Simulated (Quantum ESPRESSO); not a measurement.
## Si: workfunction calculation (part 2 of 2)

Si (slab, 6 atoms in the cell); Kohn-Sham DFT of a periodic cell, PBE, PseudoDojo 0.4.1 SR PBE standard, no spin polarisation (Quantum ESPRESSO 7.5); cutoff 244.9 eV, 8×8×1 k-mesh, fermi-dirac of 0.05 eV. The structure derives from a Materials Project entry. The settings are looser than a standard set-up, so the numbers are not reference values.

Geometry of the input (Å; fractional positions):
```
3.8313  0.0000  0.0000
-1.9157  3.3180  0.0000
0.0000  0.0000  22.1307
Si 0.6667  0.3333  0.3389
Si 0.3333  0.6667  0.3750
Si 0.3333  0.6667  0.4820
Si 0.6667  0.3333  0.5180
Si 0.6667  0.3333  0.6250
Si 0.3333  0.6667  0.6611
```

## Log, continued
```
     iteration # 18     ecut=    18.00 Ry     beta= 0.30
     Davidson diagonalization with overlap
     ethr =  1.09E-10,  avg # of iterations =  3.7

     total energy              =     -50.58211932 Ry
     estimated scf accuracy    <       0.00000026 Ry

     iteration # 19     ecut=    18.00 Ry     beta= 0.30
     Davidson diagonalization with overlap
     ethr =  1.09E-10,  avg # of iterations =  2.0

     total energy              =     -50.58211920 Ry
     estimated scf accuracy    <       0.00000044 Ry

     iteration # 20     ecut=    18.00 Ry     beta= 0.30
     Davidson diagonalization with overlap
     ethr =  1.09E-10,  avg # of iterations =  2.8

     total energy              =     -50.58211925 Ry
     estimated scf accuracy    <       0.00000003 Ry

     iteration # 21     ecut=    18.00 Ry     beta= 0.30
     Davidson diagonalization with overlap
     ethr =  1.09E-10,  avg # of iterations =  1.9

     End of self-consistent calculation

          k = 0.0000 0.0000 0.0000 (  2421 PWs)   bands (ev):

   -11.7362 -10.9068 -10.0413  -6.0361  -3.7860  -1.1278  -1.1278  -0.8661
    -0.5174  -0.5174   0.0037   0.0037   0.6619   1.5151   2.5771   2.5771
     2.5999   3.2186   3.4176

          k = 0.0000 0.1595 0.0000 (  2427 PWs)   bands (ev):

   -11.5556 -10.7257  -9.8558  -5.9565  -3.7657  -2.3773  -1.6657  -1.4678
    -1.3783  -0.8455  -0.5309  -0.3148   0.6071   1.9352   2.7640   3.1069
     3.1385   3.5108   3.9583

          k = 0.0000 0.3190 0.0000 (  2442 PWs)   bands (ev):

   -11.0259 -10.1955  -9.3104  -5.9938  -4.4109  -3.8526  -3.2797  -2.5698
    -2.0595  -1.4251  -0.8817  -0.2184   0.0147   1.5401   2.0479   2.9015
     3.8285   4.0116   4.0386

          k = 0.0000 0.4785 0.0000 (  2452 PWs)   bands (ev):

   -10.2135  -9.3938  -8.4639  -6.9337  -5.9322  -5.0696  -3.9928  -2.4950
    -2.3692  -1.8549  -1.3048  -0.7327   0.0997   1.1238   1.5763   2.3725
     2.8516   3.9420   4.1705

          k = 0.0000-0.6379 0.0000 (  2440 PWs)   bands (ev):

    -9.5809  -8.8369  -7.7870  -7.6777  -6.8516  -6.0826  -3.6735  -2.6489
    -2.3923  -2.0072  -1.4550  -0.8816   0.0288   0.8865   1.6057   2.0098
     2.7907   3.6599   4.1232

          k = 0.1381 0.2392 0.0000 (  2441 PWs)   bands (ev):

   -11.1997 -10.3694  -9.4900  -5.9122  -4.0471  -3.4326  -2.6559  -2.4134
    -2.2399  -1.5867  -1.0161  -0.2966   0.3168   2.6516   2.6871   3.1860
     3.6200   4.1399   4.1720

          k = 0.1381 0.3987 0.0000 (  2440 PWs)   bands (ev):

   -10.5174  -9.6905  -8.7838  -6.4270  -5.2554  -4.3130  -3.9735  -3.0417
    -2.4999  -2.2300  -1.7805  -0.3436   0.0909   2.3016   2.5850   3.4251
     3.5261   3.6918   4.2305

          k = 0.1381 0.5582 0.0000 (  2463 PWs)   bands (ev):

    -9.6645  -8.8907  -7.8812  -7.4616  -6.5777  -5.7731  -3.8479  -3.1908
    -2.8545  -2.1967  -2.1744  -0.7433   0.1302   2.0586   2.4011   2.8300
     3.0640   3.4639   4.0191

          k = 0.2762 0.4785 0.0000 (  2463 PWs)   bands (ev):

    -9.7351  -8.9444  -7.9605  -7.2078  -6.2607  -5.4143  -4.1615  -3.5218
    -3.4153  -2.8123  -2.1491  -0.6250   0.2204   2.3799   2.7861   3.9211
     4.2666   4.5589   4.6104

          k = 0.2762 0.6379 0.0000 (  2485 PWs)   bands (ev):

    -9.0612  -8.5662  -7.6129  -7.3048  -6.9256  -6.2831  -4.5542  -3.8395
    -3.1833  -2.9702  -2.4202  -0.4346  -0.0061   2.0424   3.0003   3.6201
     4.0050   4.3803   4.9592

     the Fermi energy is    -0.0909 ev

!    total energy              =     -50.58211927 Ry
     estimated scf accuracy    <          5.6E-09 Ry
     smearing contrib. (-TS)   =      -0.00139613 Ry
     internal energy E=F+TS    =     -50.58072314 Ry

     The total energy is F=E-TS. E is the sum of the following terms:
     one-electron contribution =    -360.63596534 Ry
     hartree contribution      =     185.55397912 Ry
     xc contribution           =     -18.28249937 Ry
     ewald contribution        =     142.78376244 Ry

     convergence has been achieved in  21 iterations

     Forces acting on atoms (cartesian axes, Ry/au):

     atom    1 type  1   force =     0.00000000    0.00000000    0.01703645
     atom    2 type  1   force =     0.00000000    0.00000000   -0.02640174
     atom    3 type  1   force =     0.00000000    0.00000000    0.01219823
     atom    4 type  1   force =     0.00000000    0.00000000   -0.01219823
     atom    5 type  1   force =     0.00000000    0.00000000    0.02640174
     atom    6 type  1   force =     0.00000000   -0.00000000   -0.01703645

     Total force =     0.047667     Total SCF correction =     0.000091

=------------------------------------------------------------------------------=
   JOB DONE.
=------------------------------------------------------------------------------=
```

## File pp_density.out
```
This program is part of the open-source Quantum ESPRESSO suite
     for quantum simulation of materials; please cite
         "P. Giannozzi et al., J. Phys.:Condens. Matter 21 395502 (2009);
         "P. Giannozzi et al., J. Phys.:Condens. Matter 29 465901 (2017);
         "P. Giannozzi et al., J. Chem. Phys. 152 154105 (2020);
          URL
     in publications or presentations arising from this work. More details at

     ./tmp/pwscf.save/

     IMPORTANT: XC functional enforced from input :
     Exchange-correlation= PBE
                           (   1   4   3   4   0   0   0)
     Any further DFT definition will be discarded
     Please, verify this is what you really want

     G-vector sticks info
     --------------------
     sticks:   dense  smooth     PW     G-vecs:    dense   smooth      PW
     Sum         253     253     85                19541    19541    3579

     Using Slab Decomposition

     Calling punch_plot, plot_num =   0
     Writing data to file  density.dat
     Reading data from file  density.dat

     Writing data to be plotted to file density.cube
     Plot Type: 3D                     Output format: Gaussian cube

=------------------------------------------------------------------------------=
   JOB DONE.
=------------------------------------------------------------------------------=
```

## File pp_potential.out
```
This program is part of the open-source Quantum ESPRESSO suite
     for quantum simulation of materials; please cite
         "P. Giannozzi et al., J. Phys.:Condens. Matter 21 395502 (2009);
         "P. Giannozzi et al., J. Phys.:Condens. Matter 29 465901 (2017);
         "P. Giannozzi et al., J. Chem. Phys. 152 154105 (2020);
          URL
     in publications or presentations arising from this work. More details at

     ./tmp/pwscf.save/

     IMPORTANT: XC functional enforced from input :
     Exchange-correlation= PBE
                           (   1   4   3   4   0   0   0)
     Any further DFT definition will be discarded
     Please, verify this is what you really want

     G-vector sticks info
     --------------------
     sticks:   dense  smooth     PW     G-vecs:    dense   smooth      PW
     Sum         253     253     85                19541    19541    3579

     Using Slab Decomposition

     Calling punch_plot, plot_num =  11
     Writing data to file  potential.dat
     Reading data from file  potential.dat

     Writing data to be plotted to file potential.cube
     Plot Type: 3D                     Output format: Gaussian cube

=------------------------------------------------------------------------------=
   JOB DONE.
=------------------------------------------------------------------------------=
```

## File pp_elf.out
```
This program is part of the open-source Quantum ESPRESSO suite
     for quantum simulation of materials; please cite
         "P. Giannozzi et al., J. Phys.:Condens. Matter 21 395502 (2009);
         "P. Giannozzi et al., J. Phys.:Condens. Matter 29 465901 (2017);
         "P. Giannozzi et al., J. Chem. Phys. 152 154105 (2020);
          URL
     in publications or presentations arising from this work. More details at

     ./tmp/pwscf.save/

     IMPORTANT: XC functional enforced from input :
     Exchange-correlation= PBE
                           (   1   4   3   4   0   0   0)
     Any further DFT definition will be discarded
     Please, verify this is what you really want

     G-vector sticks info
     --------------------
     sticks:   dense  smooth     PW     G-vecs:    dense   smooth      PW
     Sum         253     253     85                19541    19541    3579

     Using Slab Decomposition

     Calling punch_plot, plot_num =   8
     Message from routine do_elf_kin:
     elf/kin + US not fully implemented
     Writing data to file  elf.dat
     Reading data from file  elf.dat

     Writing data to be plotted to file elf.cube
     Plot Type: 3D                     Output format: Gaussian cube

=------------------------------------------------------------------------------=
   JOB DONE.
=------------------------------------------------------------------------------=
```

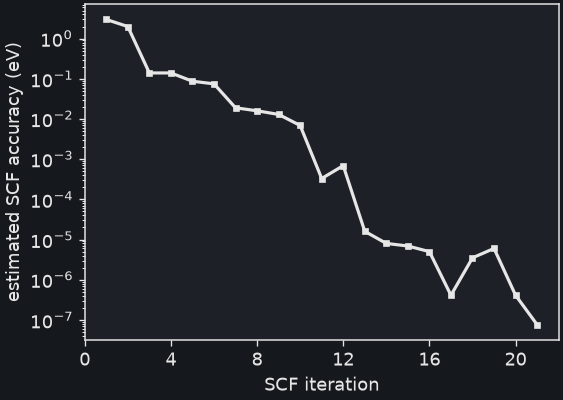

Fig. 1: Convergence of the self-consistent field: estimated SCF accuracy against the iteration. The field takes 21 iterations in all.

## Summary

```tsv
quantity	value
outcome	converged
electrons treated	24
free energy	−688.2048 eV
work function, top face	4.77 eV
work function, bottom face	4.77 eV
Fermi energy	−0.091 eV
gap on the k-point mesh	none (metallic)
work function (upper face)	4.77 eV
largest force (length of the vector)	0.679 eV/Å
wall time	10 s (CPU time 18 s)
peak memory	0.14 GiB
```

The settings depart from the standard set-up of this series, which can bear on the numbers. Notes on the run: negative rho.
